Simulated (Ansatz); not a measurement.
**Single-point calculation, with input and output: GaAs**

System: GaAs (2 atoms in the cell).
Method: DFT, r2SCAN, plane waves, PAW, no spin polarisation (Ansatz 0.2.0).

The structure was built on a prototype by a generator. The geometry comes from this level: r2SCAN. It belongs to a series of runs on one base structure; here: basis.xc_grid = 1.

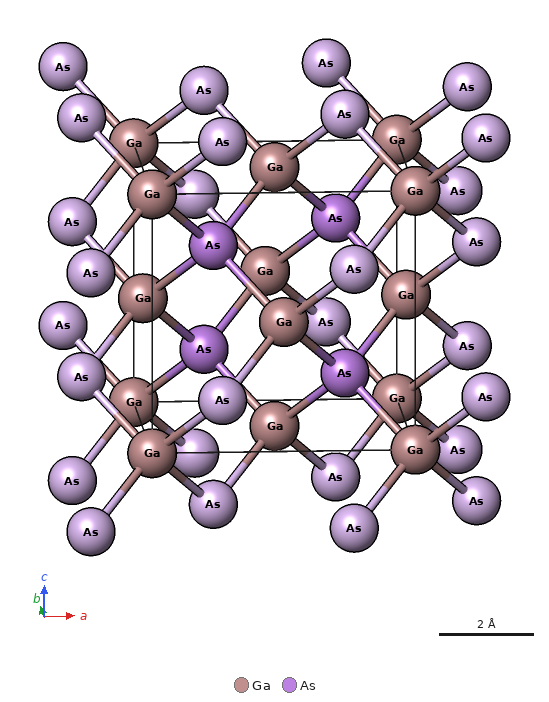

Fig. 1: The structure (ball-and-stick view of the cell 4 times as large as that of the calculation, set on its symmetry axes, seen at an oblique angle; neighbours outside the cell are drawn fainter). Near neighbours in the crystal (not all of them lie inside the picture): Ga has 4 As at 2.45 Å; As has 4 Ga at 2.45 Å.

**Key numbers**

| quantity | value |
| --- | --- |
| outcome | converged |
| space group (tolerance 0.01 Å) | F-43m (216) |
| electrons treated | 28 |
| free energy | −8655.7373 eV |
| Fermi energy | 7.854 eV |
| gap on the k-point mesh | 0.96 eV |
| pressure | 0.01 GPa |
| largest force (length of the vector) | under 0.001 eV/Å |
| hardware | 4 threads of Arm Neoverse N1, 98 GiB of memory available, shared host |
| wall time | 1.8 s (CPU time 5.4 s) |
| peak memory | 0.38 GiB |

**Remarks**

Settings chosen away from the usual ones: basis.xc_grid = 1.

**The input**
```yaml
crystal:
  lattice:
    - [0.0, 2.8330850947, 2.8330850947]
    - [2.8330850947, 0.0, 2.8330850947]
    - [2.8330850947, 2.8330850947, 0.0]
  atoms:
    - { symbol: Ga, position: [0.0, 0.0, 0.0] }
    - { symbol: As, position: [0.25, 0.25, 0.25] }
kpoints:
  mp_grid: { grid: [6, 6, 6] }
hamiltonian:
  xc: r2scan
scf:
  occupations: { method: fixed }
  n_extra_bands: 4
output:
  forces: true
  stress: true
  eigenvalues: true
basis:
  xc_grid: 1
```

Command:
```bash
ansatz run input.yaml --threads 4 --pin off --max-ram 3686MiB --backend cpu --events-out ev --progress --plain --runs-dir out
```

**Log**
```
scf.n_extra_bands = 4 over 14 filled bands (N_el = 28.0): the run solves 18 bands
Engine: ansatz 0.2.0, aarch64-unknown-linux-gnu
Pseudopotentials: kind: paw
Pseudopotential: Ga, paw, valence charge 13, recommended cutoff 500 eV (meta_gga), Ga.paw.azcp
Pseudopotential: As, paw, valence charge 15, recommended cutoff 500 eV (meta_gga), As.paw.azcp
Functional definition: r2SCAN
  parameter k0 = 0.174
  parameter k1 = 0.065
  parameter a1 = 4.9479
  exchange = r2scan_x(k0 = k0, k1 = k1, a1 = a1)
  correlation = r2scan_c
Crystal: 2 atoms, lattice volume = 45.479 Å³
Basis set: ecut = 500 eV, 1139 PW (Γ)
Bands: 18, of which v1, the nominal top of the filled ones, is band 14 counted from 1 (13 counted from 0)
Symmetry: 24 space group operations
Space group: F-43m (ITA 216), of the structure as read, at distance tolerance 3.6e-5 Å
k-points: 16 of 216 (time reversal used)
Non-local potential: Ga, projectors of the file, l = 0: 2, l = 1: 2, l = 2: 3, l = 3: 1
Non-local potential: As, projectors of the file, l = 0: 2, l = 1: 2, l = 2: 3, l = 3: 1
PAW form: soft (Blöchl's): semilocal exchange-correlation on the pseudo side does not see the compensation charge
PAW frozen core: Ga, regenerated for the run's functional (the file was generated under x = pbe(κ = 0.804, μ = 0.2195149727645171), c = pbe(β = 0.06672455060314922))
PAW frozen core: As, regenerated for the run's functional (the file was generated under x = pbe(κ = 0.804, μ = 0.2195149727645171), c = pbe(β = 0.06672455060314922))
PAW one-centre angular grid: Ga, 590 points (default); XC on 160 Gauss nodes
PAW one-centre angular grid: As, 590 points (default); XC on 160 Gauss nodes
Initial density: superposition of atomic densities (neutral atoms: chi_scale 0, normalization atom), corrected by the library's trained network
Initial wavefunctions: pseudopotential atomic-orbital guess
Functional: x = r2scan, c = r2scan; τ floored in thin density (d = 2e-4 eV/Å³)
SCF iter   1: F=—  HF=-8655.727687 eV  |F-HF|=—  |Δ(HF+E_count)|=         —  Δρ=8.15e-3  dr2=1.11e-2  dr2_τ=4.42e-3  ethr=1.77e-3  ⟨swp⟩=4.5  Hψ=1204  notcnv=0  defer=24
preconditioner: auto → none  [insulator: Δε(μ)=0.897 eV  Ē_g=16.306 eV  n_scr=14 (ndim 8)  ℏωp=23.4 eV  f_vac=0.094  ε∞_Penn≈3.1]
SCF iter   2: F=—  HF=-8655.737434 eV  |F-HF|=—  |Δ(HF+E_count)|=   9.75e-3  Δρ=1.75e-3  dr2=1.45e-3  dr2_τ=3.60e-5  ethr=3.96e-5  ⟨swp⟩=2.7  Hψ=696  notcnv=0  defer=28
SCF iter   3: F=—  HF=-8655.737105 eV  |F-HF|=—  |Δ(HF+E_count)|=   3.29e-4  Δρ=1.59e-3  dr2=4.13e-4  dr2_τ=3.83e-6  ethr=5.17e-6  ⟨swp⟩=2.0  Hψ=469  notcnv=0  defer=27
SCF iter   4: F=—  HF=-8655.737305 eV  |F-HF|=—  |Δ(HF+E_count)|=   2.00e-4  Δρ=3.20e-4  dr2=3.10e-5  dr2_τ=5.44e-7  ethr=1.48e-6  ⟨swp⟩=2.2  Hψ=512  notcnv=0  defer=27
SCF iter   5: F=—  HF=-8655.737295 eV  |F-HF|=—  |Δ(HF+E_count)|=   1.08e-5  Δρ=5.00e-5  dr2=1.26e-6  dr2_τ=1.10e-8  ethr=1.11e-7  ⟨swp⟩=2.0  Hψ=512  notcnv=0  defer=6
SCF iter   6: F=—  HF=-8655.737294 eV  |F-HF|=—  |Δ(HF+E_count)|=   3.96e-7  Δρ=1.80e-5  dr2=2.07e-7  dr2_τ=2.98e-9  ethr=4.50e-9  ⟨swp⟩=2.0  Hψ=512  notcnv=0  defer=2
SCF iter   7: F=-8655.737294 eV  HF=-8655.737294 eV  |F-HF|=1.03e-8  |Δ(HF+E_count)|=   4.03e-8  Δρ=4.74e-6  dr2=1.54e-8  dr2_τ=5.02e-11  ethr=3.57e-10  ⟨swp⟩=6.0  Hψ=1221  notcnv=0
SCF 1 converged in 7 iterations: F = -8655.737294 eV  dr2 = 1.54e-8
  greatest PAW one-centre occupation: 0.999 electrons in one spin orbital (limit 2), on the As atom at site 1 (counted from 0), in its partial waves of l = 2
```

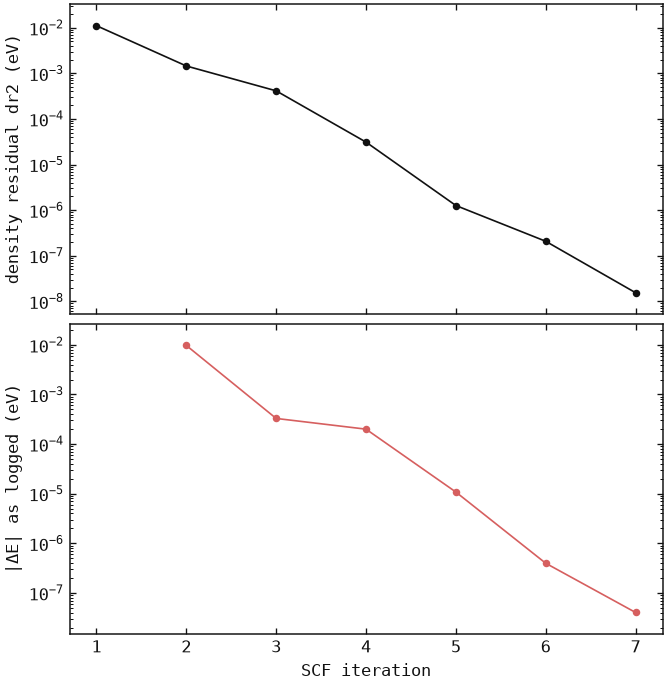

Fig. 2: Convergence of the self-consistent field: density residual dr2 and size of the energy change against the SCF iteration. The residual falls at every step.

```
SCF converged after 7 iterations
Free energy (F): -8655.737294 eV
Harris-Foulkes:  -8655.737294 eV  (|F-HF|=1.03e-8)
Internal energy: -8655.737294 eV  (E = F + TS)
E sigma→0 (E₀):  -8655.737294 eV
Fermi energy:    7.853962 eV
--- Per-component energies (eV) ---
  E_band       = -333.080610
  E_kinetic    = 218.481581
  E_local      = -3929.085363  (includes V_loc(G=0)·N_el)
  E_nonlocal   = -242.812069
  E_hartree    = 1981.251497
  E_xc         = -136.526543
  E_vxc        = -143.794806  (∫ρ·V_xc dr)
  E_paw        = -3852.147488  (= ΣΔE_a)
  E_vpaw       = -205.876890  (= ΣTr[D̂ρ^β])
  E_aug_tail   = -0.000044  (compensation charges beyond the density's cutoff)
  E_vtau       = 7.504429  (kinetic-family band-sum trace: ∫τ·v_τ [+ j·A + Jᵃ·Aᵃ] dr)
  E_ewald      = -2692.788387
  E_core_change = -2.110478  (= ΣΔE_core)
  E_smearing   = -0.000000  (= −TS)
  E_closure    = -0.000000  (closes the sum)
  Σ components = -8655.737294   (vs F -8655.737294, Δ=0.00e0)
--- Forces (eV/Å), atoms counted from 1 ---
  atom   1  Ga     0.00000000    -0.00000000    -0.00000000
  atom   2  As    -0.00000000     0.00000000     0.00000000
  max |Σ_I F_I| component: 2.23e-16 eV/Å
--- Stress (GPa, compression-positive) ---
        0.008373      -0.000000      -0.000000
       -0.000000       0.008373       0.000000
       -0.000000       0.000000       0.008373
  P = ⅓ Tr σ = 0.0084 GPa (0.084 kbar)
--- Band table (eV; the first three rows and the last of 16) ---
  k-point 0: bands = ["-27.9182", "-27.9182", "-27.9182", "-27.9059", "-27.9059", "-7.3749", "-7.3749", "-7.3749", "-7.2875", "-7.2875", "-5.3051", "7.8540", "7.8540", "7.8540", "8.8155", "11.8982", "11.8982", "11.8982"]
  k-point 1: bands = ["-27.9182", "-27.9180", "-27.9180", "-27.9058", "-27.9058", "-7.3998", "-7.3686", "-7.3686", "-7.2877", "-7.2877", "-4.9706", "5.1653", "7.4660", "7.4660", "9.8490", "12.4633", "12.4633", "12.9395"]
  k-point 2: bands = ["-27.9180", "-27.9175", "-27.9175", "-27.9057", "-27.9057", "-7.4424", "-7.3580", "-7.3580", "-7.2860", "-7.2860", "-4.1107", "2.3865", "6.9022", "6.9022", "9.4253", "12.9035", "12.9035", "15.6188"]
  k-point 15: bands = ["-27.9184", "-27.9169", "-27.9162", "-27.9062", "-27.9050", "-7.4854", "-7.3359", "-7.3268", "-7.3031", "-7.2804", "-2.6624", "1.0380", "4.4349", "4.5897", "11.4684", "11.6469", "15.4756", "15.7685"]
```

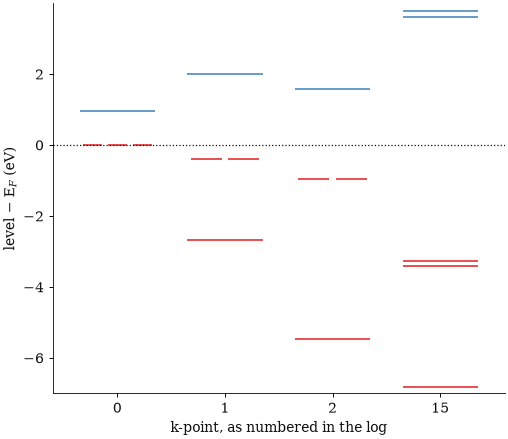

Fig. 3: Kohn–Sham levels near the Fermi level (dotted) at the few k-points that the log prints; levels within 0.02 eV of each other stand side by side. Among these points the highest filled and lowest empty levels are 0.96 eV apart, which is the gap on the mesh.
